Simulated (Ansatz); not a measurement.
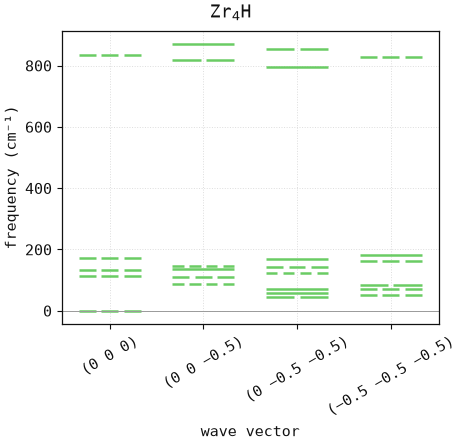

The plot gives the computed phonon frequencies at several wave vectors (in fractions of the reciprocal vectors of the given cell) for Zr₄H, space group Pm-3m (No. 221) (cell built by us, not taken from a database). Imaginary frequencies are drawn as negative.

Structure:
```
CELL_PARAMETERS angstrom
4.55679 0.00000 0.00000
0.00000 4.55679 0.00000
0.00000 0.00000 4.55679
ATOMIC_POSITIONS crystal
Zr 0.00000 0.50000 0.50000
Zr 0.50000 0.50000 0.00000
Zr 0.50000 0.00000 0.50000
Zr 0.00000 0.00000 0.00000
H 0.50000 0.50000 0.50000
```

How it was computed, with Ansatz 0.2.0: harmonic phonon frequencies at the irreducible points of a q mesh with atoms at rest in the given cell, q in fractions of the reciprocal cell vectors, no long-range term at q = 0, imaginary frequencies are negative, the first points where there are many; plane waves with PAW datasets. Level: PBE, no spin polarisation.

wave cutoff 420 eV; k mesh 8×8×8; occupations Fermi–Dirac; smearing width 0.15 eV; pressure 0 GPa; phonon method linear response; q mesh 2×2×2.

What do the frequencies say about stability?

No frequency is imaginary, so the structure is stable to these displacements at the wave vectors computed.

What is the highest frequency?

The highest mode among the wave vectors computed lies at 869.8 cm⁻¹, at (0 0 −0.5).

Note: metal sensitive to the k mesh.
